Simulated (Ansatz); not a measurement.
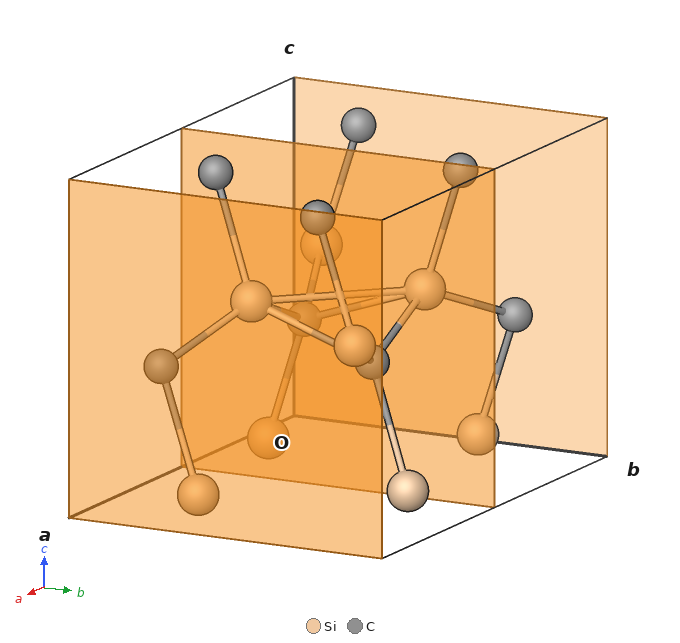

For SiC, coordinates from a relaxation with Ansatz 0.2.0, DFT PBE, scalar-relativistic, plane waves, PAW; the starting structure was generated, so it need not be a known form of this composition: every member of one family of equally spaced planes, hx + ky + lz = a whole number, that cuts the unit cell is shaded (one member passes through the origin O). Symmetry computed with spglib at a tolerance of 0.002 Å; standard conventional cell.

a = 6.770 Å, b = 5.038 Å, c = 4.951 Å, α = 90.00°, β = 90.00°, γ = 90.00°.

Question: Which (hkl) family is drawn?

Answer: (2 0 0); the opposite sign names the same planes. The member next to the origin meets the axes a at 1/2, b never, c never.

Question: What is the spacing?

Answer: d = 3.385 Å.

Question: Which atoms of the cell lie in these planes (within 0.03 Å)?

Answer: No atom.
